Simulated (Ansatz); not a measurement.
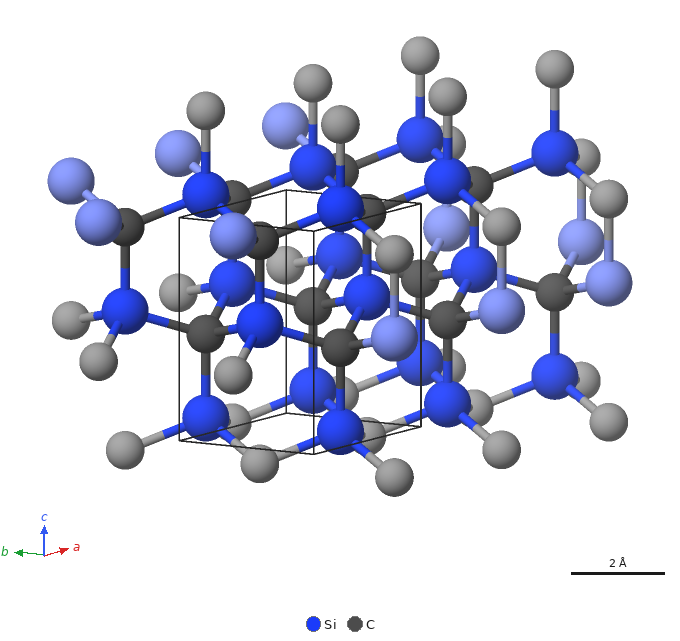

*The starting structure (ball-and-stick view of the cell of the calculation, repeated 3 × 2 × 1, seen at an oblique angle; neighbours outside the cell are drawn fainter).*

Near neighbours in the crystal (not all of them lie inside the picture): Si has 4 C at 1.88 to 1.90 Å; C has 4 Si at 1.88 to 1.90 Å.

Run report: SiC, geometry relaxation

The run: geometry relaxation of SiC (P6₃mc, 4 atoms in the cell). Method and program: DFT r2SCAN, scalar-relativistic, plane waves, PAW, no spin polarisation (Ansatz 0.2.0).

The structure derives from a Materials Project entry.

### Log
```
Engine: ansatz 0.2.0, x86_64-unknown-linux-gnu
Pseudopotentials: kind: paw
Pseudopotential: Si, paw, valence charge 4, recommended cutoff 500 eV (meta_gga), Si.paw.azcp
Pseudopotential: C, paw, valence charge 4, recommended cutoff 500 eV (meta_gga), C.paw.azcp
Functional definition: r2SCAN
  parameter k0 = 0.174
  parameter k1 = 0.065
  parameter a1 = 4.9479
  exchange = r2scan_x(k0 = k0, k1 = k1, a1 = a1)
  correlation = r2scan_c
Crystal: 4 atoms, lattice volume = 41.275 Å³
Basis set: ecut = 500 eV, 1099 PW (Γ), exchange–correlation on 96×96×160 points (64 copies of the dense FFT grid, shifted against one another)
Bands: 12, of which v1, the nominal top of the filled ones, is band 8 counted from 1 (7 counted from 0)
Symmetry: 12 space group operations
Space group: P63mc (ITA 186), of the structure as read, at distance tolerance 3.5e-5 Å
k-points: 76 of 864 (time reversal used)
Non-local potential: Si, projectors of the file, l = 0: 2, l = 1: 2, l = 2: 2
Non-local potential: C, projectors of the file, l = 0: 2, l = 1: 2, l = 2: 1
PAW form: soft (Blöchl's): semilocal exchange-correlation on the pseudo side does not see the compensation charge
PAW frozen core: Si, regenerated for the run's functional (the file was generated under x = pbe(κ = 0.804, μ = 0.2195149727645171), c = pbe(β = 0.06672455060314922))
PAW frozen core: C, regenerated for the run's functional (the file was generated under x = pbe(κ = 0.804, μ = 0.2195149727645171), c = pbe(β = 0.06672455060314922))
PAW one-centre angular grid: Si, 302 points (default); XC on 160 Gauss nodes
PAW one-centre angular grid: C, 302 points (default); XC on 239 of its mesh's 2573 points in the sphere
Initial density: superposition of atomic densities (neutral atoms: chi_scale 0, normalization atom), corrected by the library's trained network
Initial wavefunctions: pseudopotential atomic-orbital guess
Functional: x = r2scan, c = r2scan; τ floored in thin density (d = 2e-4 eV/Å³)
SCF iter   1: F=—  HF=-1782.561650 eV  |F-HF|=—  |Δ(HF+E_count)|=         —  Δρ=5.86e-3  dr2=9.15e-3  dr2_τ=3.92e-1  ethr=1.77e-3  ⟨swp⟩=5.9  Hψ=6345  notcnv=0
preconditioner: auto → none  [insulator: Δε(μ)=2.617 eV  Ē_g=12.771 eV  σ=0.020 eV  W_gap=1.00  n_scr=2 (ndim 8)  ℏωp=23.1 eV  f_vac=0.000  D(μ)=0.00/eV (n_scr^D=0)  ε∞_Penn≈4.3]
SCF iter   2: F=—  HF=-1782.651781 eV  |F-HF|=—  |Δ(HF+E_count)|=   9.01e-2  Δρ=4.03e-3  dr2=3.59e-3  dr2_τ=6.57e-5  ethr=5.72e-5  ⟨swp⟩=3.0  Hψ=2689  notcnv=0
SCF iter   3: F=—  HF=-1782.651687 eV  |F-HF|=—  |Δ(HF+E_count)|=   9.35e-5  Δρ=1.26e-3  dr2=5.76e-4  dr2_τ=1.04e-5  ethr=2.25e-5  ⟨swp⟩=2.0  Hψ=1785  notcnv=0
SCF iter   4: F=—  HF=-1782.651738 eV  |F-HF|=—  |Δ(HF+E_count)|=   5.06e-5  Δρ=1.84e-4  dr2=9.25e-6  dr2_τ=2.69e-6  ethr=3.60e-6  ⟨swp⟩=2.0  Hψ=1527  notcnv=0
SCF iter   5: F=—  HF=-1782.651734 eV  |F-HF|=—  |Δ(HF+E_count)|=   3.19e-6  Δρ=6.26e-5  dr2=9.96e-7  dr2_τ=3.98e-8  ethr=5.78e-8  ⟨swp⟩=2.0  Hψ=1480  notcnv=0
SCF iter   6: F=-1782.651735 eV  HF=-1782.651735 eV  |F-HF|=1.25e-8  |Δ(HF+E_count)|=   3.56e-7  Δρ=1.88e-5  dr2=9.39e-8  dr2_τ=1.10e-9  ethr=6.25e-10  ⟨swp⟩=6.4  Hψ=5787  notcnv=0
SCF 1 converged in 6 iterations: F = -1782.651735 eV  dr2 = 9.39e-8
  greatest PAW one-centre occupation: 0.659 electrons in one spin orbital (limit 2), on the C atom at site 3 (counted from 0), in its partial waves of l = 0
relax step   1: F+E_penalty+E_count = -1782.65173478 eV  Δ(F+E_penalty+E_count) = +0.000e0 eV  max|allowed force component| = 2.710e-4 eV/Å  Δτ_max = 0.0000 Å  P = +0.406 GPa  Ω = 41.275 Å³  (6 SCF iters, dr2 threshold 1.00e-7 eV, accepted)
Crystal: 4 atoms, lattice volume = 41.315 Å³
Initial density: handed on by an earlier stage of this run
Initial wavefunctions: those handed on with the density
iter 1 solved again at ethr=1.80e-7 eV; its pass at ethr=3.10e-3 eV (dr2=2.88e-5 eV) is discarded
SCF iter   1: F=—  HF=-1782.651802 eV  |F-HF|=—  |Δ(HF+E_count)|=         —  Δρ=2.27e-4  dr2=2.69e-5  dr2_τ=7.50e-6  ethr=1.80e-7  ⟨swp⟩=1.0  Hψ=5778  notcnv=0
preconditioner: auto → none  [insulator: Δε(μ)=2.648 eV  Ē_g=12.756 eV  σ=0.020 eV  W_gap=1.00  n_scr=2 (ndim 8)  ℏωp=23.1 eV  f_vac=0.000  D(μ)=0.00/eV (n_scr^D=0)  ε∞_Penn≈4.3]
SCF iter   2: F=—  HF=-1782.651803 eV  |F-HF|=—  |Δ(HF+E_count)|=   5.25e-7  Δρ=4.83e-5  dr2=6.47e-7  dr2_τ=5.72e-7  ethr=1.68e-7  ⟨swp⟩=2.0  Hψ=1472  notcnv=0
SCF iter   3: F=-1782.651803 eV  HF=-1782.651803 eV  |F-HF|=3.22e-8  |Δ(HF+E_count)|=   2.62e-7  Δρ=2.22e-5  dr2=1.51e-7  dr2_τ=4.20e-9  ethr=2.50e-9  ⟨swp⟩=9.1  Hψ=6608  notcnv=0
SCF 2 converged in 3 iterations: F = -1782.651803 eV  dr2 = 1.51e-7
relax step   2: F+E_penalty+E_count = -1782.65180332 eV  Δ(F+E_penalty+E_count) = -6.854e-5 eV  max|allowed force component| = 2.073e-4 eV/Å  Δτ_max = 0.0000 Å  P = +0.183 GPa  Ω = 41.315 Å³  energy of the carried Pulay correction = -5.074e-6 eV  (3 SCF iters, dr2 threshold 4.00e-7 eV, accepted)
Crystal: 4 atoms, lattice volume = 41.348 Å³
iter 1 solved again at ethr=1.28e-7 eV; its pass at ethr=3.10e-3 eV (dr2=2.06e-5 eV) is discarded
SCF iter   1: F=—  HF=-1782.651817 eV  |F-HF|=—  |Δ(HF+E_count)|=         —  Δρ=1.90e-4  dr2=1.92e-5  dr2_τ=5.32e-6  ethr=1.28e-7  ⟨swp⟩=1.0  Hψ=5783  notcnv=0
preconditioner: auto → none  [insulator: Δε(μ)=2.649 eV  Ē_g=12.750 eV  σ=0.020 eV  W_gap=1.00  n_scr=2 (ndim 8)  ℏωp=23.1 eV  f_vac=0.000  D(μ)=0.00/eV (n_scr^D=0)  ε∞_Penn≈4.3]
SCF iter   2: F=—  HF=-1782.651818 eV  |F-HF|=—  |Δ(HF+E_count)|=   7.21e-7  Δρ=4.63e-5  dr2=6.48e-7  dr2_τ=3.91e-7  ethr=1.20e-7  ⟨swp⟩=2.0  Hψ=1469  notcnv=0
SCF iter   3: F=—  HF=-1782.651818 eV  |F-HF|=—  |Δ(HF+E_count)|=   1.97e-7  Δρ=2.04e-5  dr2=1.36e-7  dr2_τ=4.36e-9  ethr=5.59e-10  ⟨swp⟩=9.1  Hψ=6588  notcnv=0
SCF iter   4: F=-1782.651818 eV  HF=-1782.651818 eV  |F-HF|=8.13e-10  |Δ(HF+E_count)|=   3.33e-8  Δρ=2.54e-6  dr2=1.93e-9  dr2_τ=1.17e-10  ethr=5.59e-10  ⟨swp⟩=7.9  Hψ=5095  notcnv=0
SCF 3 converged in 4 iterations: F = -1782.651818 eV  dr2 = 1.93e-9
relax step   3: F+E_penalty+E_count = -1782.65181820 eV  Δ(F+E_penalty+E_count) = -1.488e-5 eV  max|allowed force component| = 9.396e-5 eV/Å  Δτ_max = 0.0000 Å  P = +0.000 GPa  Ω = 41.348 Å³  energy of the carried Pulay correction = -9.277e-6 eV  (4 SCF iters, dr2 threshold 8.94e-8 eV, accepted)
Initial wavefunctions: pseudopotential atomic-orbital guess (no wavefunctions were taken with the density)
iter 1 solved again at ethr=4.20e-8 eV; its pass at ethr=3.10e-3 eV (dr2=6.73e-6 eV) is discarded
SCF iter   1: F=—  HF=-1782.651828 eV  |F-HF|=—  |Δ(HF+E_count)|=         —  Δρ=3.31e-6  dr2=2.03e-9  dr2_τ=4.45e-10  ethr=4.20e-8  ⟨swp⟩=3.3  Hψ=9028  notcnv=0
preconditioner: auto → none  [insulator: Δε(μ)=2.652 eV  Ē_g=12.751 eV  σ=0.020 eV  W_gap=1.00  n_scr=2 (ndim 8)  ℏωp=23.1 eV  f_vac=0.000  D(μ)=0.00/eV (n_scr^D=0)  ε∞_Penn≈4.3]
SCF iter   2: F=—  HF=-1782.651828 eV  |F-HF|=—  |Δ(HF+E_count)|=   3.22e-7  Δρ=1.20e-6  dr2=1.60e-10  dr2_τ=2.41e-11  ethr=1.27e-11  ⟨swp⟩=2.9  Hψ=1755  notcnv=0
SCF iter   3: F=-1782.651828 eV  HF=-1782.651828 eV  |F-HF|=8.78e-11  |Δ(HF+E_count)|=  2.85e-10  Δρ=5.85e-7  dr2=3.26e-11  dr2_τ=1.05e-11  ethr=1.00e-12  ⟨swp⟩=6.9  Hψ=4996  notcnv=0
SCF 4 converged in 3 iterations: F = -1782.651828 eV  dr2 = 3.26e-11
  greatest PAW one-centre occupation: 0.659 electrons in one spin orbital (limit 2), on the C atom at site 2 (counted from 0), in its partial waves of l = 0
relax step   4: F+E_penalty+E_count = -1782.65182804 eV  Δ(F+E_penalty+E_count) = -9.835e-6 eV  max|allowed force component| = 9.316e-5 eV/Å  Δτ_max = 0.0000 Å  P = +0.000 GPa  Ω = 41.348 Å³  stress off target by 1.14e-2 GPa  SCF on the basis re-selected at this cell (its energy is not comparable with the rows above)  (3 SCF iters)
```

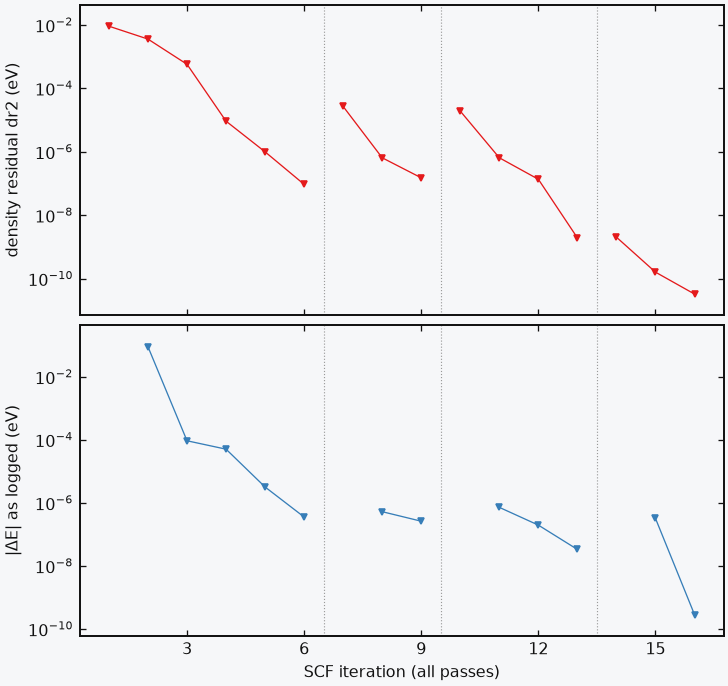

*Convergence of the self-consistent field: density residual dr2 and size of the energy change against the SCF iteration. The dotted lines part the SCF passes of the relaxation: geometry steps, rejected trials and re-solves on a re-selected basis.*

The passes take 6, 3, 4 and 3 iterations.

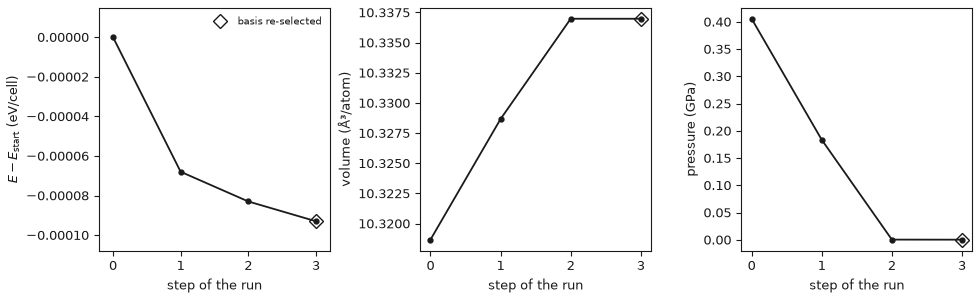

*Progress of the relaxation, step by step (the first geometry is step 0 here and step 1 in the log).*

The energy falls by 0.1 meV per cell of the calculation in 2 geometry steps. Largest force component: 0.00027 eV/Å at the start, under 0.0001 eV/Å at the end. The pressure goes from 0.41 to 0.00 GPa. No atom moves by more than 0.005 Å relative to the cell. The volume changes by +0.2 %, with a = b 3.074 → 3.075 Å (+0.1 %), c 5.045 → 5.048 Å (+0.1 %). The space group stays P6_3mc (No. 186). A last SCF at the same geometry on a re-selected plane-wave basis shifts the energy by next to nothing (0.0 meV per cell of the calculation). (Atoms are counted from 1 in the order of the input.)

```
basis re-selected at this cell: Δ(F+E_penalty+E_count) = -9.835e-6 eV, ΔP = -0.000 GPa vs the last step (what re-selecting the basis moved, of the pressure what is left beyond the Pulay correction that the steps carried, after the strain that the cell walked since its last selection, with what the two solves' SCF thresholds leave and, on support functions, any second-order correction that the steps lacked; it is no measure of the basis error at this ecutwfc). This SCF's stress stands 1.14e-2 GPa from its target on what of the cell is left free (relax.cell.stress_tol is 5.00e-2 GPa) and its largest allowed force component is 9.32e-5 eV/Å (relax.f_tol is 5.00e-3 eV/Å): within both
SCF converged after 3 iterations
Free energy (F): -1782.651828 eV
Harris-Foulkes:  -1782.651828 eV  (|F-HF|=8.78e-11)
Internal energy: -1782.651828 eV  (E = F + TS)
E sigma→0 (E₀):  -1782.651828 eV
Fermi energy:    10.851219 eV
--- Per-component energies (eV) ---
  E_band       = 51.172737
  E_kinetic    = 272.222388
  E_local      = -208.962968  (includes V_loc(G=0)·N_el)
  E_nonlocal   = 100.682424
  E_hartree    = 65.869342
  E_xc         = -202.782679
  E_vxc        = -237.377059  (∫ρ·V_xc dr)
  E_paw        = -1240.568587  (= ΣΔE_a)
  E_vpaw       = -18.273091  (= ΣTr[D̂ρ^β])
  E_aug_tail   = 0.000016  (compensation charges beyond the density's cutoff)
  E_vtau       = 11.142358  (kinetic-family band-sum trace: ∫τ·v_τ [+ j·A + Jᵃ·Aᵃ] dr)
  E_ewald      = -568.909351
  E_core_change = -0.202413  (= ΣΔE_core)
  E_smearing   = -0.000000  (= −TS)
  E_closure    = 0.000000  (closes the sum)
  Σ components = -1782.651828   (vs F -1782.651828, Δ=0.00e0)
--- Forces (eV/Å), atoms counted from 1 ---
  atom   1  Si    -0.00000000     0.00000000    -0.00009503
  atom   2  Si     0.00000000    -0.00000000    -0.00009503
  atom   3  C     -0.00000000     0.00000000     0.00009129
  atom   4  C      0.00000000    -0.00000000     0.00009129
  max |Σ_I F_I| component: 7.49e-6 eV/Å
--- Stress (GPa, compression-positive) ---
        0.006051      -0.000000       0.000000
       -0.000000       0.006051      -0.000000
        0.000000      -0.000000      -0.011400
  P = ⅓ Tr σ = 0.0002 GPa (0.002 kbar)
--- Band table (eV; the first three rows and the last of 76) ---
  k-point 0: bands = ["-6.8295", "-3.2023", "0.5324", "8.1429", "8.1429", "9.4123", "9.5254", "9.5254", "14.8910", "16.2740", "16.7163", "16.7163"]
  k-point 1: bands = ["-6.6888", "-3.7334", "1.2939", "8.2226", "8.2226", "8.6447", "9.4175", "9.4175", "15.0210", "16.7598", "16.7598", "16.8559"]
  k-point 2: bands = ["-6.2713", "-4.7009", "2.9374", "6.9134", "8.4484", "8.4484", "9.1354", "9.1354", "15.4036", "16.7718", "16.9649", "16.9649"]
  k-point 75: bands = ["-1.9750", "-1.9750", "1.5323", "1.5323", "3.6994", "3.6994", "7.7052", "7.7052", "15.1091", "15.1091", "16.0819", "16.0819"]
--- Relaxed structure (3 steps of the walk, 3 accepted, 1 SCFs on fresh bases) ---
  F+E_penalty+E_count = -1782.65182804 eV   max|allowed force component| = 9.316e-5 eV/Å   (the final SCF, on the basis selected at the relaxed cell)
  cell:  # Å, volume = 41.3479 Å³
    - [3.0752975744588844, 1.1875628022786691e-32, 2.8547182747083394e-35]
    - [-1.5376487872294422, 2.66328582367806, 5.877935417576652e-20]
    - [0.0, 1.1141444129018824e-19, 5.048341003804567]
  atoms:
    - { symbol: Si, position: [0.33333333333333326, 0.6666666666666665, 0.499601382721188] }
    - { symbol: Si, position: [0.6666666666666665, 0.33333333333333326, 0.9996013827211877] }
    - { symbol: C, position: [0.33333333333333326, 0.6666666666666665, 0.875398617278812] }
    - { symbol: C, position: [0.6666666666666665, 0.33333333333333326, 0.3753986172788121] }
```

### Trajectory as extended XYZ (Å, eV, eV/Å), 4 frames, from step=1 to step=4
```
4
Lattice="3.0735 0.0000 0.0000 -1.5368 2.6617 0.0000 0.0000 0.0000 5.0452" Properties=species:S:1:pos:R:3:forces:R:3 step=1 energy=-1782.65173 pressure_GPa=0.41
Si    0.0000    1.7745    2.5206    0.0000   0.0000  -0.0003
Si    1.5368    0.8872    5.0432    0.0000   0.0000  -0.0003
C     0.0000    1.7745    4.4166    0.0000   0.0000   0.0003
C     1.5368    0.8872    1.8940    0.0000   0.0000   0.0003
4
Lattice="3.0745 0.0000 0.0000 -1.5373 2.6626 0.0000 0.0000 0.0000 5.0468" Properties=species:S:1:pos:R:3:forces:R:3 step=2 energy=-1782.65180 pressure_GPa=0.18
Si    0.0000    1.7751    2.5214    0.0000   0.0000   0.0002
Si    1.5373    0.8875    5.0448    0.0000   0.0000   0.0002
C     0.0000    1.7751    4.4180    0.0000   0.0000  -0.0002
C     1.5373    0.8875    1.8946    0.0000   0.0000  -0.0002
4
Lattice="3.0753 0.0000 0.0000 -1.5376 2.6633 0.0000 0.0000 0.0000 5.0483" Properties=species:S:1:pos:R:3:forces:R:3 step=3 energy=-1782.65182 pressure_GPa=0.00
Si    0.0000    1.7755    2.5222    0.0000   0.0000  -0.0001
Si    1.5376    0.8878    5.0463    0.0000   0.0000  -0.0001
C     0.0000    1.7755    4.4193    0.0000   0.0000   0.0001
C     1.5376    0.8878    1.8951    0.0000   0.0000   0.0001
4
Lattice="3.0753 0.0000 0.0000 -1.5376 2.6633 0.0000 0.0000 0.0000 5.0483" Properties=species:S:1:pos:R:3:forces:R:3 step=4 energy=-1782.65183 pressure_GPa=0.00
Si    0.0000    1.7755    2.5222    0.0000   0.0000  -0.0001
Si    1.5376    0.8878    5.0463    0.0000   0.0000  -0.0001
C     0.0000    1.7755    4.4193    0.0000   0.0000   0.0001
C     1.5376    0.8878    1.8951    0.0000   0.0000   0.0001
```

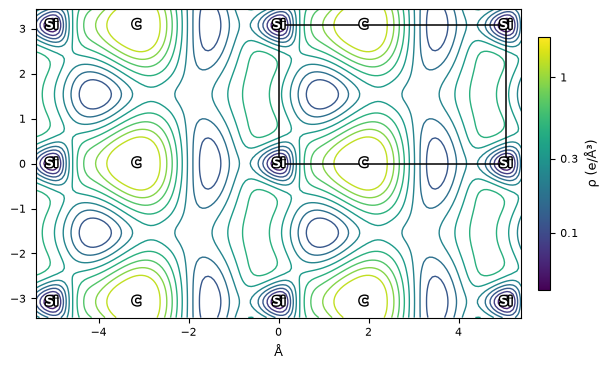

*Valence pseudo-density on the (11̄0) plane of the conventional cell.*

The section cuts through Si and C sites. Si–C (1.90 Å): the density is about 0.88 e/Å³ at the midpoint. Away from the nuclei the density in this plane falls to 0.09 e/Å³ at its lowest. Core electrons are frozen (PAW), so the fields are smoothed inside the atomic spheres.

This output came from the following input.

### The input
```yaml
crystal:
  lattice:
    - [3.0735139282, 0.0, 0.0]
    - [-1.5367569641, 2.6617411407, 0.0]
    - [0.0, 0.0, 5.04524771]
  atoms:
    - { symbol: Si, position: [0.33333333, 0.66666667, 0.4996024] }
    - { symbol: Si, position: [0.66666667, 0.33333333, 0.9996024] }
    - { symbol: C, position: [0.33333333, 0.66666667, 0.8753976] }
    - { symbol: C, position: [0.66666667, 0.33333333, 0.3753976] }
basis:
  ecutwfc: 500
kpoints:
  mp_grid: { grid: [12, 12, 6] }
hamiltonian:
  xc: r2scan
scf:
  occupations: { method: gaussian, width: 0.02 }
output:
  forces: true
  stress: true
  eigenvalues: true
  write_density: true
  write_potential: true
  elf: true
  volumetric_format: npy
relax:
  adjacent_minimum: "off"
  f_tol: 0.005
  max_steps: 80
  cell: { stress_tol: 0.05 }
```

Run as:
```bash
ansatz run input.yaml --threads 1 --pin off --max-ram 2560MiB --backend cpu --events-out ev --progress --plain --runs-dir out
```

### Summary

| quantity | value |
| --- | --- |
| outcome | converged |
| space group (tolerance 0.01 Å) | P6₃mc (186) |
| electrons treated | 16 |
| free energy | −1782.6518 eV |
| Fermi energy | 10.851 eV |
| gap on the k-point mesh | 2.65 eV |
| pressure | 0.00 GPa |
| final volume | 41.35 Å³ |
| largest force (length of the vector) at the end | under 0.001 eV/Å |
| final cell | a = 3.075 Å, b = 3.075 Å, c = 5.048 Å, α = 90.00°, β = 90.00°, γ = 120.00° |
| hardware | 1 thread of Oxide Virtual Turin-like (Zen 5), 32 GiB of memory available, shared host |
| wall time | 40 s |
| peak memory | 0.51 GiB |
